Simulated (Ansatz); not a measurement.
## Single-point calculation, with input and output: MgO

The run: single-point calculation of MgO (2 atoms in the cell). Method and program: DFT, PBEsol, plane waves, PAW (Ansatz 0.2.0).

The structure derives from an entry of the Crystallography Open Database.

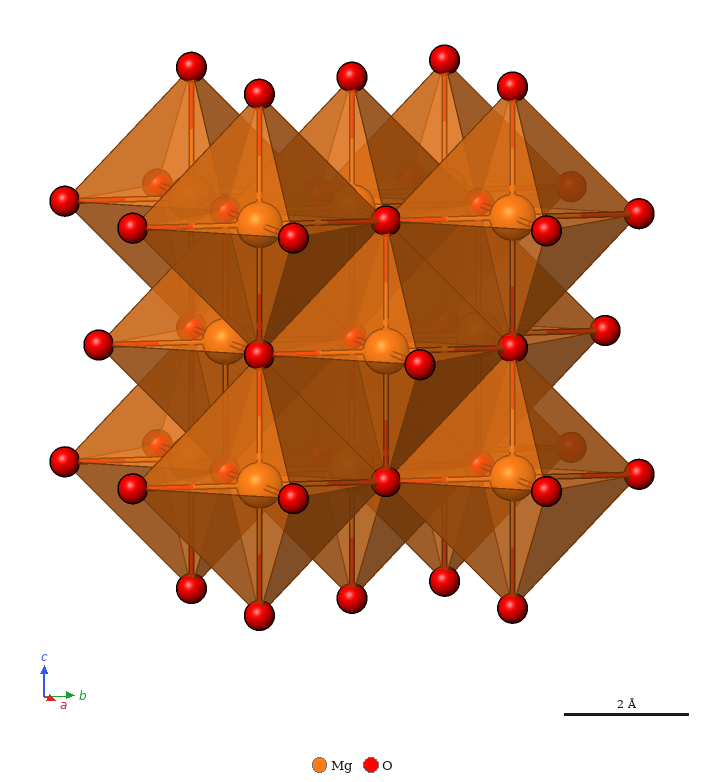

The input geometry (polyhedral view of the cell 4 times as large as that of the calculation, set on its symmetry axes, seen slightly off an axis; polyhedra are completed across the faces of the cell).

Outcome:

```tsv
quantity	value
outcome	refused by the program
space group (tolerance 0.01 Å)	Fm-3m (225)
hardware	1 thread of Intel Xeon @ 2.50GHz (Skylake/Cascade Lake), 32 GiB of memory available, shared host
```

The input was spoiled on purpose: a value of the wrong type (`accuracy`). The program refused the input: “YAML parse error: error: line 22 column 1: unknown variant `2.5`, expected one of low, medium, high --> <input>:22:1 | 20 | eigenvalues: true 21 | stress: true 22 | accuracy: 2.5 | ^ unknown variant `2.5`, expected one of low, medium, high”

Input:
```yaml
crystal:
  lattice:
    - [0.0, 2.1210195817, 2.1210195817]
    - [2.1210195817, 0.0, 2.1210195817]
    - [2.1210195817, 2.1210195817, 0.0]
  atoms:
    - { symbol: Mg, position: [0.0, 0.0, 0.0] }
    - { symbol: O, position: [0.5, 0.5, 0.5] }
basis:
  ecutwfc: 420
kpoints:
  mp_grid: { grid: [10, 10, 10] }
hamiltonian:
  xc: pbesol
scf:
  occupations: { method: fixed }
  max_iter: 50
output:
  forces: true
  eigenvalues: true
  stress: true
accuracy: 2.5
```

Launched with:
```bash
ansatz run input.yaml --threads 1 --pin off --max-ram 3072MiB --backend cpu --events-out ev --progress --plain --runs-dir out
```

What the program printed:
```
Error: YAML parse error: error: line 22 column 1: unknown variant `2.5`, expected one of low, medium, high
  --> <input>:22:1
   |
20 |   eigenvalues: true
21 |   stress: true
22 | accuracy: 2.5
   | ^ unknown variant `2.5`, expected one of low, medium, high
```
